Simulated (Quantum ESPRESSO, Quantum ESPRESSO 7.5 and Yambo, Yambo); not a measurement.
**GaP (F-43m): G0W0 with Yambo, start to end**

Aim: the G0W0 gap of GaP (F-43m) on PBE, step by step.

Main program and level: Quantum ESPRESSO 7.5 and Yambo 5.3.0; PBE and many-body steps on it, plane waves.

**The experiments to reproduce.**

- Gap 2.25 ± 0.04 eV: optical gap from Tauc plot (fundamental, indirect); spectroscopic ellipsometry, Tauc-Lorentz fit and Tauc plot; 300 K; film (GaP layer on Si reference sample) on Si (“Assessment of GaPSb/Si tandem material association properties for photoelectrochemical cells”, 2020, arxiv:2002.02774).

Most raw output is cut from this account.

## 1. The starting structure

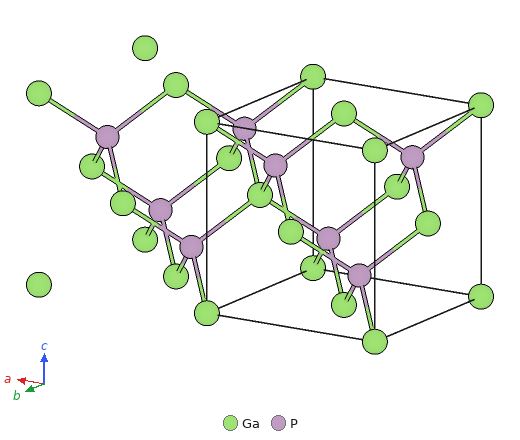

The starting structure, seen from a free direction (gallium green, phosphorus pink). 2×1×1 cells are drawn. This picture shows the conventional cell, with its axes. Bonds to atoms that aren't drawn are left out. Some periodic images of atoms are drawn too.

Structure file:

```cif
data_structure
_symmetry_space_group_name_H-M 'F-43m'
_symmetry_Int_Tables_number 216
_cell_length_a 5.4505
_cell_length_b 5.4505
_cell_length_c 5.4505
_cell_angle_alpha 90.000
_cell_angle_beta 90.000
_cell_angle_gamma 90.000
_cell_volume 161.92
loop_
_atom_site_label
_atom_site_type_symbol
_atom_site_symmetry_multiplicity
_atom_site_Wyckoff_symbol
_atom_site_fract_x
_atom_site_fract_y
_atom_site_fract_z
_atom_site_occupancy
Ga1 Ga 4 a 0.00000 0.00000 0.00000 1
P1 P 4 d 0.25000 0.25000 0.75000 1
```

The cell and positions come from the Crystallography Open Database and are kept as given unless a step says otherwise.

## 2. Ground state

This step: Quantum ESPRESSO 7.5; DFT, PBE, plane waves, norm-conserving pseudopotentials.

The ground-state density comes first.

The input, pw.in:

```
&control
  calculation = 'scf'
  prefix = 'x'
  outdir = 'o'
  pseudo_dir = 'pseudo'
/
&system
  ibrav = 0
  nat = 2
  ntyp = 2
  ecutwfc = 72.0
  nbnd = 14
  force_symmorphic = .true.
/
&electrons
  conv_thr = 1e-10
  electron_maxstep = 80
  mixing_beta = 0.5
/
ATOMIC_SPECIES
  Ga 69.723 Ga.upf
  P 30.974 P.upf
CELL_PARAMETERS angstrom
  0.0000000000 2.7252500000 2.7252500000
  2.7252500000 0.0000000000 2.7252500000
  2.7252500000 2.7252500000 0.0000000000
ATOMIC_POSITIONS crystal
  Ga 0.0000000000 0.0000000000 0.0000000000
  P 0.2500000000 0.2500000000 0.2500000000
K_POINTS automatic
  6 6 6 0 0 0
```

Launch:

```
$ OMP_NUM_THREADS=1 mpirun -n 4 pw.x -nk 4 -in pw.in > pw.out
```

Wall time 3.4 s (4 MPI ranks of Arm Neoverse V1, shared host); peak memory 0.22 GiB.

This step gave:

```yaml
total_energy: -2270.1829 eV
gap: 1.653 eV
k_of_the_valence_top: 0, 0, 0
k_of_the_conduction_bottom: 0, -0.5, -0.5
least_direct_gap: 1.817 eV
```

The gap is indirect, with the least direct gap 0.16 eV higher.

## 3. Bands along the symmetry lines

The cheap functional maps the bands first; the places of the edges decide which points the dearer methods must see.

The input, pw.in:

```
&control
  calculation = 'bands'
  prefix = 'x'
  outdir = 'o'
  pseudo_dir = 'pseudo'
/
&system
  ibrav = 0
  nat = 2
  ntyp = 2
  ecutwfc = 72.0
  nbnd = 15
  force_symmorphic = .true.
/
&electrons
  conv_thr = 1e-9
  electron_maxstep = 80
  diago_full_acc = .true.
  diago_thr_init = 5e-6
/
ATOMIC_SPECIES
  Ga 69.723 Ga.upf
  P 30.974 P.upf
CELL_PARAMETERS angstrom
  0.0000000000 2.7252500000 2.7252500000
  2.7252500000 0.0000000000 2.7252500000
  2.7252500000 2.7252500000 0.0000000000
ATOMIC_POSITIONS crystal
  Ga 0.0000000000 0.0000000000 0.0000000000
  P 0.2500000000 0.2500000000 0.2500000000
K_POINTS crystal
  50
  0.00000000 0.00000000 0.00000000 1
  -0.06250000 -0.06250000 0.00000000 1
  -0.12500000 -0.12500000 0.00000000 1
  -0.18750000 -0.18750000 0.00000000 1
  -0.25000000 -0.25000000 0.00000000 1
  -0.31250000 -0.31250000 0.00000000 1
  -0.37500000 -0.37500000 0.00000000 1
  -0.43750000 -0.43750000 0.00000000 1
  -0.50000000 -0.50000000 0.00000000 1
  -0.48437500 -0.48437500 0.03125000 1
  -0.46875000 -0.46875000 0.06250000 1
  -0.45312500 -0.45312500 0.09375000 1
  -0.43750000 -0.43750000 0.12500000 1
  -0.42187500 -0.42187500 0.15625000 1
  -0.40625000 -0.40625000 0.18750000 1
  -0.39062500 -0.39062500 0.21875000 1
  -0.37500000 -0.37500000 0.25000000 1
  -0.37500000 0.00000000 0.37500000 1
  -0.32812500 0.00000000 0.32812500 1
  -0.28125000 0.00000000 0.28125000 1
  -0.23437500 0.00000000 0.23437500 1
  -0.18750000 0.00000000 0.18750000 1
  -0.14062500 0.00000000 0.14062500 1
  -0.09375000 0.00000000 0.09375000 1
  -0.04687500 0.00000000 0.04687500 1
  0.00000000 0.00000000 0.00000000 1
  0.00000000 0.00000000 0.06250000 1
  0.00000000 0.00000000 0.12500000 1
  0.00000000 0.00000000 0.18750000 1
  0.00000000 0.00000000 0.25000000 1
  0.00000000 0.00000000 0.31250000 1
  0.00000000 0.00000000 0.37500000 1
  0.00000000 0.00000000 0.43750000 1
  -0.00000000 -0.00000000 0.50000000 1
  -0.06250000 -0.03125000 0.46875000 1
  -0.12500000 -0.06250000 0.43750000 1
  -0.18750000 -0.09375000 0.40625000 1
  -0.25000000 -0.12500000 0.37500000 1
  -0.31250000 -0.15625000 0.34375000 1
  -0.37500000 -0.18750000 0.31250000 1
  -0.43750000 -0.21875000 0.28125000 1
  -0.50000000 -0.25000000 0.25000000 1
  -0.50000000 -0.28125000 0.21875000 1
  -0.50000000 -0.31250000 0.18750000 1
  -0.50000000 -0.34375000 0.15625000 1
  -0.50000000 -0.37500000 0.12500000 1
  -0.50000000 -0.40625000 0.09375000 1
  -0.50000000 -0.43750000 0.06250000 1
  -0.50000000 -0.46875000 0.03125000 1
  -0.50000000 -0.50000000 0.00000000 1
```

Elapsed: 3.6 s, on 4 MPI ranks; peak memory 0.19 GiB; 14 s of CPU time.

Numbers from this step:

| Quantity | Value |
| --- | --- |
| gap | 1.593 eV |
| k of the valence top | 0, 0, 0 |
| k of the conduction bottom | -0.4375, -0.4375, 0 |
| least direct gap | 1.817 eV |

The gap is 1.593 eV, −0.060 eV from the run before at this level.

Electronic bands along the path, in eV, zero at the top of the highest filled band:

```
    point  band 6  band 7  band 8  band 9  band 10  band 11  band 12  band 13
        Γ  -12.49    0.00    0.00    0.00     1.82     3.89     3.89     3.89
        X   -9.53   -6.75   -2.68   -2.68     1.65     1.82    10.57    10.57
        U   -9.57   -6.55   -3.94   -2.25     2.19     4.80     8.23     8.26
jump to K   -9.57   -6.55   -3.94   -2.25     2.19     4.80     8.23     8.26
        Γ  -12.49    0.00    0.00    0.00     1.82     3.89     3.89     3.89
        L  -10.43   -6.63   -1.12   -1.12     1.67     4.72     4.72     8.29
        W   -9.44   -6.55   -3.58   -3.42     4.70     4.86     6.10     6.15
        X   -9.53   -6.75   -2.68   -2.68     1.65     1.82    10.57    10.57
```

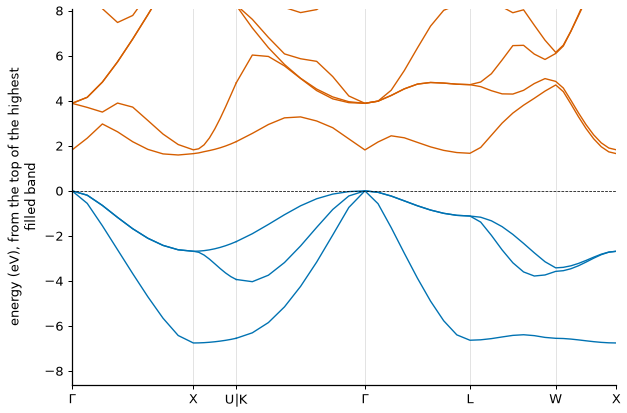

Electronic bands along the path; lines of filled and empty bands in two colours.

## 4. Empty states on the mesh, 6×6×6 mesh, 268 bands

The sums over transitions need many empty states on a uniform mesh; this step solves for them.

The input, pw.in:

```
&control
  calculation = 'nscf'
  prefix = 'x'
  outdir = 'o'
  pseudo_dir = 'pseudo'
/
&system
  ibrav = 0
  nat = 2
  ntyp = 2
  ecutwfc = 72.0
  nbnd = 268
  force_symmorphic = .true.
/
&electrons
  conv_thr = 1e-9
  electron_maxstep = 80
  diago_full_acc = .true.
  diago_thr_init = 5e-6
/
ATOMIC_SPECIES
  Ga 69.723 Ga.upf
  P 30.974 P.upf
CELL_PARAMETERS angstrom
  0.0000000000 2.7252500000 2.7252500000
  2.7252500000 0.0000000000 2.7252500000
  2.7252500000 2.7252500000 0.0000000000
ATOMIC_POSITIONS crystal
  Ga 0.0000000000 0.0000000000 0.0000000000
  P 0.2500000000 0.2500000000 0.2500000000
K_POINTS automatic
  6 6 6 0 0 0
```

The job ended after 35 s (4 MPI ranks; peak memory 0.47 GiB).

Numbers from this step:

```yaml
gap: 1.653 eV
k_of_the_valence_top: 0, 0, 0
k_of_the_conduction_bottom: 0, -0.5, -0.5
least_direct_gap: 1.817 eV
k_points_computed: 16
lowest_point_of_the_top_converged_band_above_the_valence_top: 183.3216 eV
```

On this mesh the gap is 1.653 eV.

## 5. Conversion and set-up

This step: Yambo 5.3.0; conversion and set-up on PBE, plane waves, norm-conserving pseudopotentials.

The states are converted to the many-body program's format and the q mesh is built.

Launch:

```
$ (cd o/x.save; p2y > p2y.log; mv SAVE ../..); yambo > setup.log
```

The job ended after 2.8 s (1 MPI rank; peak memory 0.24 GiB).

## 6. Screening and self-energy, 6×6×6 mesh, 268 bands, screening to 217.7 eV

Now the one-shot GW correction: screening in the RPA, then the self-energy of the levels asked for.

This step: G0W0 on PBE, plane waves, norm-conserving pseudopotentials.

The input, gw3.in:

```
HF_and_locXC
gw0
dyson
ppa
em1d
rim_cut
RandQpts= 1000000
RandGvec= 1 RL
EXXRLvcs= 72 Ry
VXCRLvcs= 288 Ry
Chimod= "HARTREE"
% BndsRnXp
 1 | 268 |
%
NGsBlkXp= 16 Ry
% LongDrXp
 1 | 1 | 1 |
%
% GbndRnge
 1 | 268 |
%
DysSolver= "n"
ExtendOut
PPAPntXp= 27.21138 eV
% QPkrange
 1 | 1 | 8 | 11 |
 13 | 13 | 8 | 11 |
%
```

Launch:

```
$ OMP_NUM_THREADS=1 mpirun -n 4 yambo -F gw3.in -J gw3 -C gw3 > gw3.log
```

Elapsed: 21 min, on 4 MPI ranks; peak memory 2.3 GiB; 84 min of CPU time.

Numbers from this step:

```yaml
g0w0_gap_on_the_points_computed: 2.254 eV
starting_gap_on_the_mesh: 1.653 eV
k_of_the_valence_top: 0, 0, 0
k_of_the_conduction_bottom: 0, -0.5, -0.5
least_direct_g0w0_gap_on_the_computed_points: 2.341 eV
z_at_the_valence_top: 0.7843
z_at_the_conduction_bottom: 0.8084
```

The gap on the mesh goes from 1.65 eV to 2.25 eV, a correction of +0.60 eV.

Limits: finite bands, cutoff and mesh; exchange with frozen shells missing; no spin-orbit coupling. v1 is the top filled band, c1 the lowest empty one. The levels before and after the correction (eV, zero at the valence-band top of each column):

```csv
,conduction bottom,valence top
Kohn-Sham,1.65,0.00
G0W0,2.25,0.00
```

|  | level | energy (eV) |
| --- | --- | --- |
| Kohn-Sham | Γ v2-v1 | 0.000 |
| Kohn-Sham | Γ c1 | 1.817 |
| Kohn-Sham | Γ c2 | 3.887 |
| Kohn-Sham | (0 -0.5 -0.5) v2-v1 | -2.683 |
| Kohn-Sham | (0 -0.5 -0.5) c1 | 1.653 |
| Kohn-Sham | (0 -0.5 -0.5) c2 | 1.822 |
| G0W0 | Γ v2-v1 | 0.000 |
| G0W0 | Γ c1 | 2.341 |
| G0W0 | Γ c2 | 4.408 |
| G0W0 | (0 -0.5 -0.5) v2-v1 | -3.005 |
| G0W0 | (0 -0.5 -0.5) c1 | 2.254 |
| G0W0 | (0 -0.5 -0.5) c2 | 2.506 |

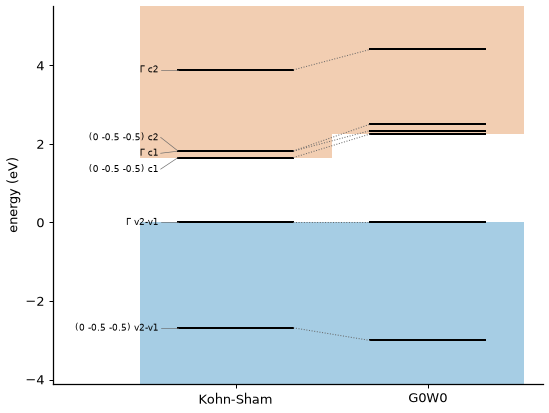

Levels before and after the correction. Shaded: valence and conduction bands.

## 7. Where the time went

Times are wall times on the hardware named with each run, good to a factor of about two.

```
                          step    time  share  memory (GiB)
                  ground state   3.4 s    0 %          0.22
bands along the symmetry lines   3.6 s    0 %          0.19
      empty states on the mesh    35 s    3 %          0.47
         conversion and set-up   2.8 s    0 %          0.24
     screening and self-energy  21 min   97 %           2.3
```

## 8. Results

- PBE gap: 1.59 eV, indirect
- G0W0 gap on the mesh: 2.25 eV
- G0W0 gap over the zone (rigid shift): 2.19 eV
- GW settings: 6×6×6 mesh, 268 bands, screening to 217.7 eV, Godby-Needs plasmon pole
- known limits: not at the basis limit; exchange with frozen shells missing; no spin-orbit coupling

**Reading.** G0W0 moves the gap on the mesh from 1.65 eV to 2.25 eV (+0.60 eV), with Z of 0.78 and 0.81 at the edges. The mesh misses the band edges by 0.06 eV in all; a rigid shift gives 2.19 eV for the zone. Only 2 of the mesh's irreducible points were corrected, so a valley elsewhere could overtake. The dearest step here is «screening and self-energy». Against experiment, by G0W0@PBE: the gap of 2.19 eV lies −0.06 eV from the measured 2.25 ± 0.04 eV (indirect, 300 K, on Si, 2020). The calculation has static nuclei and no excitons; a measured gap holds zero-point and thermal motion, which mostly lowers it. Bands and cutoff are finite, so the gap is not at the basis limit. The miss can reach some tenths of an eV and take either sign; the mesh is an error of its own. In the G0W0 run levels were corrected at 2 k points alone, so a gap called «on the mesh» is the least over those, and an edge elsewhere would be missed. A denser mesh or path gives a starting gap of 1.59 eV: the GW mesh misses a band edge, so its gaps are not the fundamental one. The norm-conserving file of at least one element keeps a d shell over frozen s and p shells of the same row. Exchange with those shells is missing from the self-energy, an error of 0.3 to 0.9 eV in cases checked, whose sign depends on which edge lies on those atoms. The many-body steps are scalar-relativistic: spin-orbit coupling is not in them.

[Paths, hosts, dates, memory and timing lines, banners, echoed tables and standing remarks are left out of the program output.]

[Logs are printed without paths, hosts, clocks, repeated set-up lines and the standing remarks that a program may print on its own settings, such as how far it seeks lower states.]

[Runs of the session that timed out or met a known fault of the program may be left out.]

[Hosts, paths, dates, database ids (printed as entryN), source tags and the programs' standing remarks are cut or masked in the printed files.]
